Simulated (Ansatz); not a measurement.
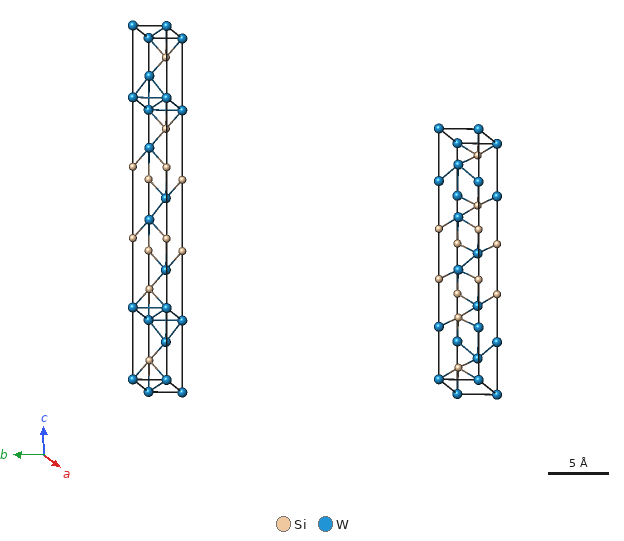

Two geometries of crystalline Si2W3 (built on the tetradymite_166 type) (coarse preliminary run), drawn at one scale. One is the start of a relaxation, the other its converged end. A ball-and-stick model of the conventional cell (3 times the calculation's cell), seen from a free direction. Lengths and directions refer to the drawn axes.

Theory: DFT PBE, scalar-relativistic, plane waves, PAW (Ansatz 0.2.0). Settings: plane-wave cutoff 420 eV; k-point mesh 6 × 6 × 6; occupations gaussian; smearing width 0.1 eV; no spin polarisation; cell and atoms relaxed; force threshold 0.04 eV/Å; at most 70 steps.

> Which one is relaxed?

The left one is the relaxed one. Case: tetradymite type (R-3m, No. 166). Over 15 accepted moves (19 points after the start) the energy falls by 2.660 eV per cell of the calculation. Largest force component: 2.1 eV/Å at the start, 0.016 eV/Å at the end. The pressure goes from 22.23 to −0.05 GPa. The line search rejected the trial steps at points 7, 10 of the run. The SCF was repeated twice at an unchanged geometry on a basis and grid sized afresh for the cell, which shifted the energy by 0.258 eV per cell of the calculation at most. The largest moves relative to the cell, 0.21 Å, are those of W atoms. By element the largest moves are W 0.21 Å, Si 0.03 Å. The drawn cell changes as follows: a = b 3.325 → 2.827 Å (−15.0 %), c 23.117 → 32.624 Å (+41.1 %); the volume changes by +2.0 %. Some distances before and after: W–W 3.325 → 2.827 Å, Si–Si 3.325 → 2.827 Å, Si–W 2.330 → 2.658 Å, Si–W 2.462 → 2.699 Å. Among the angles between lasting bonds that change: Si–W–Si 91.0° → 64.2°, W–Si–W 91.0° → 64.2°, W–Si–W 91.9° → 116.3°. The space group stays R-3m (No. 166). Cost: 87 s on 1 thread of Arm Neoverse V2 (shared host), peak memory 0.36 GiB.
